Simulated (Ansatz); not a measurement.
Geometry relaxation of Zr12H8C15 (part 6 of 6)

The same run, continued: Zr12H8C15 (slab, 35 atoms in the cell); DFT PBE+D3(BJ), scalar-relativistic, plane waves, PAW, no spin polarisation (Ansatz 0.2.0); cutoff 420 eV, 3×3×1 k-mesh, Gaussian smearing of 0.1 eV. The structure derives from an entry of the Crystallography Open Database. The input holds or restrains some coordinates. Forces given for the steps count only the free coordinates. It belongs to a series of runs on one base structure; here: 1 propane a cell, upright, over a hollow C-C site.

### Trajectory as extended XYZ, continued
```
35
Lattice="6.6085 0.0000 0.0000 0.0000 6.6085 0.0000 0.0000 0.0000 26.9862" Properties=species:S:1:pos:R:3:forces:R:3 step=29 energy=-54118.33075
Zr    3.3043    3.3043    8.0000   -0.0028   0.0008   0.4626
Zr    3.3043    0.0000    8.0000   -0.0032   0.0002   0.5243
Zr    0.0000    3.3043    8.0000   -0.0074  -0.0003   0.5090
Zr    0.0000    0.0000    8.0000   -0.0052  -0.0002   0.4644
C     1.6521    1.6521    8.0000    0.0037  -0.0030  -0.5011
C     1.6521    4.9564    8.0000    0.0016   0.0023  -0.4799
C     4.9564    1.6521    8.0000   -0.0042  -0.0028  -0.4776
C     4.9564    4.9564    8.0000   -0.0040   0.0020  -0.4871
Zr    4.9567    4.9549   10.2801    0.0011  -0.0026  -0.0014
Zr    4.9567    1.6539   10.2799    0.0035   0.0028  -0.0038
Zr    1.6501    4.9547   10.2796   -0.0019   0.0004   0.0005
Zr    1.6501    1.6541   10.2794   -0.0043  -0.0002   0.0045
C     3.3035    3.3044   10.2707    0.0002   0.0011   0.0003
C     3.3037   -0.0002   10.2681    0.0012  -0.0010   0.0006
C    -0.0013    3.3045   10.2675   -0.0010   0.0007  -0.0051
C    -0.0011   -0.0001   10.2699   -0.0008  -0.0015  -0.0017
Zr   -0.0006    0.0007   12.5274   -0.0017  -0.0065  -0.0063
Zr   -0.0035    3.3050   12.5494    0.0128   0.0108  -0.0077
Zr    3.3017   -0.0003   12.5308    0.0030   0.0037  -0.0004
Zr    3.3026    3.3039   12.5323   -0.0084   0.0001   0.0019
C     4.9534    4.9565   12.5992    0.0033   0.0066   0.0027
C     4.9528    1.6505   12.6017   -0.0029  -0.0071   0.0022
C     1.6520    4.9594   12.5998    0.0008  -0.0027   0.0000
C     1.6509    1.6472   12.5895    0.0047   0.0035  -0.0156
C     1.7901    1.2558   16.4308   -0.0560   0.0292  -0.0013
C     1.7227    2.7334   16.0467    0.0534  -0.0282  -0.0242
C     0.3154    3.1833   15.6704   -0.0267   0.0104   0.0185
H     2.8065    0.9567   16.7207    0.0027   0.0044   0.0055
H     1.1150    1.0283   17.2719    0.0520   0.0138  -0.0651
H     1.4902    0.6247   15.5764    0.0096   0.0504   0.0440
H     2.3927    2.9035   15.1820   -0.0447  -0.0147   0.0691
H     2.1111    3.3660   16.8615   -0.0092  -0.0413  -0.0341
H     0.3099    4.1971   15.2377    0.0097  -0.0250   0.0175
H    -0.1402    2.4702   14.9539    0.0025  -0.0027   0.0180
H    -0.3617    3.1928   16.5381    0.0186  -0.0032  -0.0330
35
Lattice="6.6085 0.0000 0.0000 0.0000 6.6085 0.0000 0.0000 0.0000 26.9862" Properties=species:S:1:pos:R:3:forces:R:3 step=31 energy=-54118.33259
Zr    3.3043    3.3043    8.0000   -0.0011   0.0017   0.4605
Zr    3.3043    0.0000    8.0000   -0.0006   0.0011   0.5196
Zr    0.0000    3.3043    8.0000   -0.0051   0.0009   0.5047
Zr    0.0000    0.0000    8.0000   -0.0036  -0.0001   0.4608
C     1.6521    1.6521    8.0000    0.0043  -0.0025  -0.5050
C     1.6521    4.9564    8.0000    0.0024   0.0025  -0.4790
C     4.9564    1.6521    8.0000   -0.0036  -0.0020  -0.4767
C     4.9564    4.9564    8.0000   -0.0034   0.0021  -0.4885
Zr    4.9570    4.9551   10.2797    0.0017  -0.0010   0.0013
Zr    4.9571    1.6542   10.2795    0.0020   0.0008  -0.0003
Zr    1.6507    4.9550   10.2792   -0.0016  -0.0001   0.0008
Zr    1.6506    1.6543   10.2790   -0.0021   0.0000   0.0028
C     3.3039    3.3047   10.2705    0.0008   0.0003  -0.0007
C     3.3044   -0.0001   10.2679   -0.0006  -0.0005   0.0005
C    -0.0009    3.3049   10.2671   -0.0008  -0.0002   0.0024
C    -0.0008   -0.0001   10.2694    0.0003   0.0001   0.0002
Zr    0.0001    0.0007   12.5267   -0.0017  -0.0031  -0.0007
Zr   -0.0018    3.3056   12.5484   -0.0005   0.0001  -0.0035
Zr    3.3028    0.0004   12.5305   -0.0009  -0.0001   0.0011
Zr    3.3031    3.3042   12.5323   -0.0004   0.0002  -0.0002
C     4.9547    4.9572   12.5989    0.0015   0.0013   0.0005
C     4.9535    1.6505   12.6016    0.0007  -0.0012   0.0015
C     1.6526    4.9593   12.5997   -0.0010  -0.0018   0.0023
C     1.6522    1.6482   12.5867    0.0009   0.0023  -0.0022
C     1.8626    1.2426   16.3818    0.0072   0.0126  -0.0016
C     1.7538    2.7284   16.0532   -0.0064  -0.0184  -0.0010
C     0.3323    3.1542   15.7007    0.0026  -0.0012   0.0026
H     2.8879    0.9597   16.6572   -0.0029   0.0052   0.0008
H     1.1985    0.9647   17.2134    0.0053   0.0019  -0.0045
H     1.5760    0.6404   15.5049   -0.0056  -0.0040   0.0007
H     2.4141    2.9498   15.1957   -0.0044   0.0014   0.0059
H     2.1298    3.3379   16.8887    0.0066   0.0059   0.0012
H     0.2999    4.1775   15.2952   -0.0006  -0.0061   0.0000
H    -0.1119    2.4495   14.9698    0.0020   0.0035  -0.0054
H    -0.3374    3.1240   16.5723    0.0084  -0.0017  -0.0011
35
Lattice="6.6085 0.0000 0.0000 0.0000 6.6085 0.0000 0.0000 0.0000 26.9862" Properties=species:S:1:pos:R:3:forces:R:3 step=32 energy=-54118.33311
Zr    3.3043    3.3043    8.0000   -0.0010   0.0007   0.4626
Zr    3.3043    0.0000    8.0000   -0.0010  -0.0003   0.5217
Zr    0.0000    3.3043    8.0000   -0.0049  -0.0001   0.5033
Zr    0.0000    0.0000    8.0000   -0.0031  -0.0017   0.4609
C     1.6521    1.6521    8.0000    0.0039  -0.0026  -0.5065
C     1.6521    4.9564    8.0000    0.0021   0.0019  -0.4772
C     4.9564    1.6521    8.0000   -0.0032  -0.0022  -0.4754
C     4.9564    4.9564    8.0000   -0.0029   0.0017  -0.4887
Zr    4.9572    4.9549   10.2798   -0.0044   0.0008  -0.0004
Zr    4.9573    1.6540   10.2794   -0.0044  -0.0011   0.0005
Zr    1.6506    4.9547   10.2793    0.0045   0.0023  -0.0019
Zr    1.6505    1.6541   10.2792    0.0045  -0.0025  -0.0009
C     3.3041    3.3045   10.2705   -0.0005  -0.0002  -0.0007
C     3.3044   -0.0004   10.2681   -0.0002   0.0004   0.0000
C    -0.0010    3.3047   10.2672    0.0009   0.0001   0.0031
C    -0.0008   -0.0004   10.2693    0.0000   0.0003   0.0012
Zr    0.0002   -0.0002   12.5266   -0.0034   0.0027   0.0014
Zr   -0.0017    3.3052   12.5478    0.0002  -0.0045   0.0018
Zr    3.3027    0.0000   12.5309    0.0023   0.0011  -0.0026
Zr    3.3032    3.3038   12.5325   -0.0013  -0.0007  -0.0021
C     4.9551    4.9572   12.5992   -0.0006  -0.0035  -0.0007
C     4.9536    1.6495   12.6020    0.0017   0.0043   0.0004
C     1.6524    4.9582   12.6004    0.0006   0.0049   0.0000
C     1.6525    1.6486   12.5854   -0.0009  -0.0055   0.0013
C     1.9215    1.2388   16.3545    0.0151   0.0011  -0.0002
C     1.7845    2.7262   16.0470   -0.0162  -0.0023   0.0114
C     0.3531    3.1327   15.7109    0.0076  -0.0023   0.0040
H     2.9542    0.9697   16.6165   -0.0085   0.0058  -0.0031
H     1.2704    0.9385   17.1882    0.0012   0.0017   0.0006
H     1.6357    0.6446   15.4720   -0.0048  -0.0108  -0.0010
H     2.4348    2.9727   15.1891    0.0005   0.0015  -0.0033
H     2.1565    3.3300   16.8885    0.0049   0.0100  -0.0004
H     0.3007    4.1607   15.3195   -0.0020  -0.0060   0.0016
H    -0.0839    2.4315   14.9727    0.0019   0.0049  -0.0050
H    -0.3091    3.0786   16.5873    0.0115   0.0000  -0.0056
```

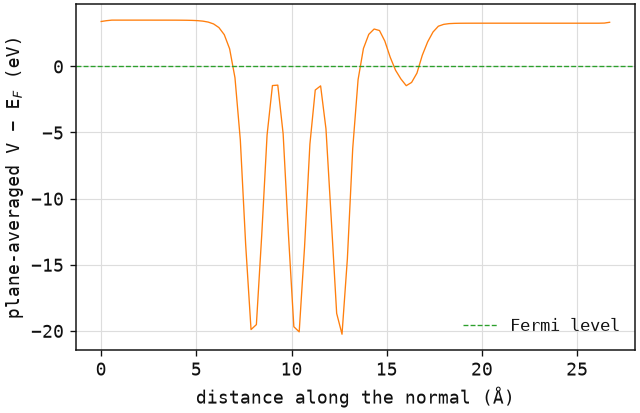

Plane average of the electrostatic potential energy of an electron across the cell, from the Fermi level. The vacuum level lies 3.27 eV above the Fermi level on the upper side and 3.50 eV on the lower.

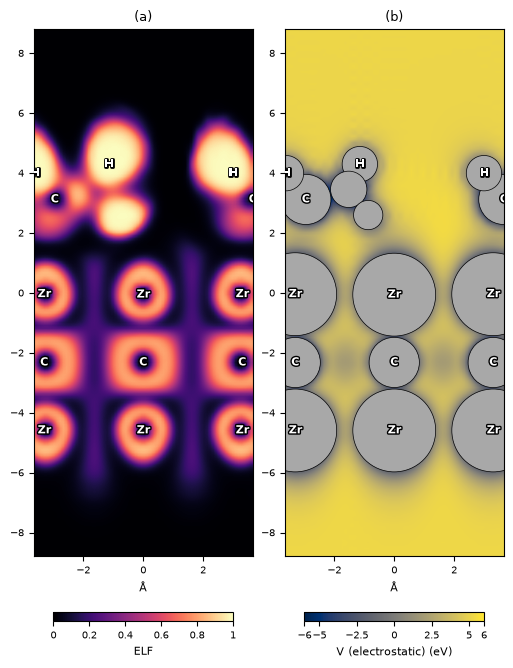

(a) electron localisation function; (b) electrostatic potential energy of an electron on the (010) plane of the calculation cell, a cut from vacuum to vacuum. Grey discs, where drawn, cover atomic cores. Zr–C (2.27 Å): the ELF is about 0.30 at the midpoint; no shared pair; the contact is polar. Zr–C (2.28 Å): the ELF peaks at about 0.80 in the valence shell of C, 0.7 Å from its nucleus, and drops to about 0.25 between the two atoms (no shared pair; the contact is polar). The strong features right at Zr lie inside the PAW spheres (semicore, d or f shells) and say nothing about bonding. In a PAW calculation such maps are meaningful between the atoms, not at the nuclei.

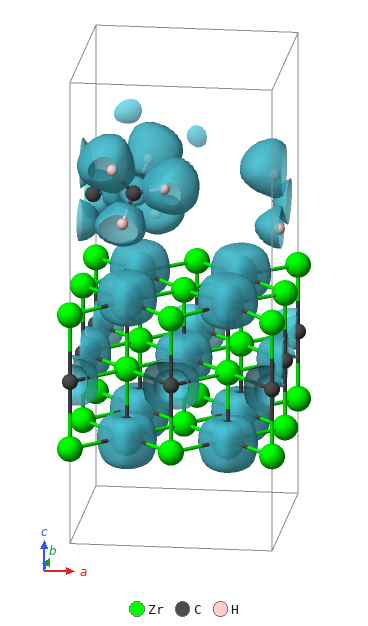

Isosurface of the ELF at 0.75 (cyan), seen at an oblique angle. Only the valence region is drawn (cores and ρ < 0.01 e/Å³ removed). Sticks mark near contacts. Values along the shortest contacts:

### Results in brief

```tsv
quantity	value
outcome	converged under the restraints of the input
electrons treated	212
free energy	−54118.3331 eV
work function, top face	3.27 eV
work function, bottom face	3.50 eV
Fermi energy	1.833 eV
gap on the k-point mesh	none (metallic)
final volume	1178.57 Å³
work function (upper face)	3.27 eV
largest force (length of the vector) at the end, held atoms and coordinates included	0.522 eV/Å
wall time	12 min (CPU time 45 min)
peak memory	3.4 GiB
```

Warnings of the run: the exchange-correlation potential is rough where the density is thin.
